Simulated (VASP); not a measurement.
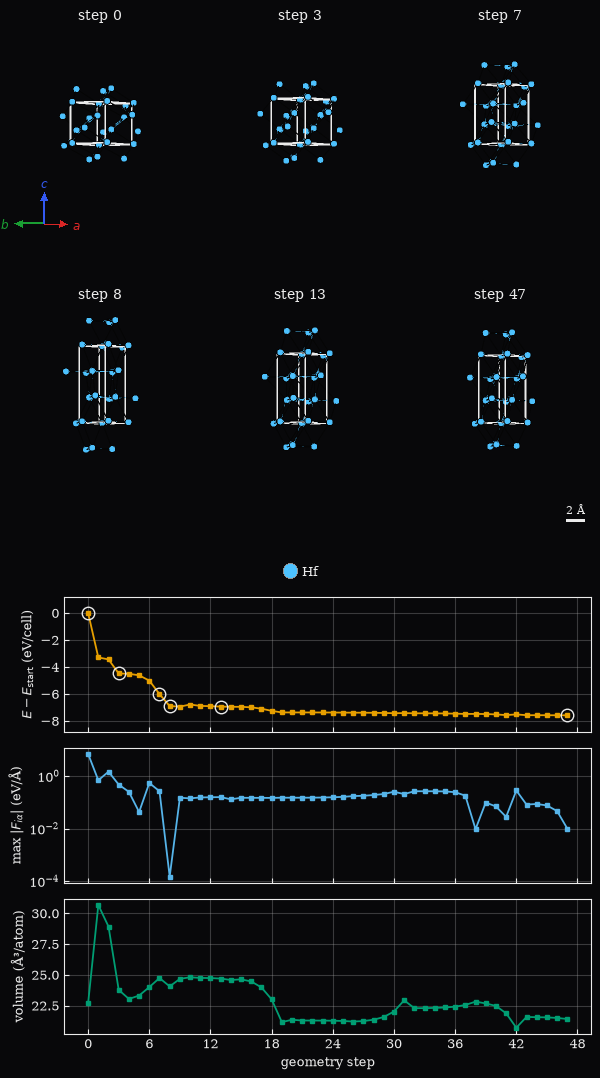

Frames of a relaxation of a crystal of Hf (a generated structure, set up in P3_121), marked on the history of the run. Style: ball-and-stick. Shown: the cell of the calculation, from a free direction.

The run lets cell and atoms move.

The calculation used Kohn-Sham DFT of a periodic cell, PBEsol, VASP PAW PBE potentials, recommended (VASP 6.6.1).

Input file:
```
SYSTEM = Hf
PREC = Accurate
ENCUT = 600
EDIFF = 1E-6
ISMEAR = 0
SIGMA = 0.1
LREAL = .FALSE.
LASPH = .TRUE.
NELM = 100
ALGO = Normal
ISIF = 3
LWAVE = .FALSE.
LCHARG = .FALSE.
GGA = PS
IBRION = 2
NSW = 90
EDIFFG = -0.04
```

Run as
```bash
cat potpaw_PBE.64/Hf_pv/POTCAR > POTCAR
mpirun -np 1 vasp_std > vasp.out
```

What happens along the run?

The energy falls by 7.574 eV per cell of the calculation in 47 geometry steps. Largest force component: 7 eV/Å at the start, 0.01 eV/Å at the end. The pressure goes from 15.57 to 0.03 GPa. The largest moves relative to the cell, 0.34 Å, are those of Hf atoms. The volume changes by −5.7 %, with a = b 4.108 → 3.119 Å (−24.1 %), c 4.661 → 7.628 Å (+63.6 %). Among the contacts that change: Hf–Hf 3.497 → 5.397 Å, Hf–Hf 4.108 → 3.119 Å, Hf–Hf 2.233 → 3.120 Å, Hf–Hf 3.233 → 3.113 Å. Bond angles that change, for instance: Hf–Hf–Hf 65.5° → 120.2°, Hf–Hf–Hf 81.2° → 120.0°, Hf–Hf–Hf 95.7° → 60.0°. The space group stays P3_121 (No. 152). It ran on 1 thread of Intel(R) Xeon(R) 6975P-C (Granite Rapids), on a shared host. From step 0 to 3: Hf atoms move most (0.39 Å), volume +4.7 %, energy −4.473 eV per cell of the calculation. From step 3 to 7: Hf atoms move most (0.29 Å), volume +4.1 %, energy −1.527 eV per cell of the calculation. From step 7 to 8: Hf atoms move most (0.30 Å), volume −2.8 %, energy −0.889 eV per cell of the calculation. From step 8 to 13: Hf atoms move most (0.17 Å), volume +2.6 %, energy −40.0 meV per cell of the calculation. From step 13 to 47: Hf atoms move most (0.35 Å), volume −13.3 %, energy −0.646 eV per cell of the calculation.
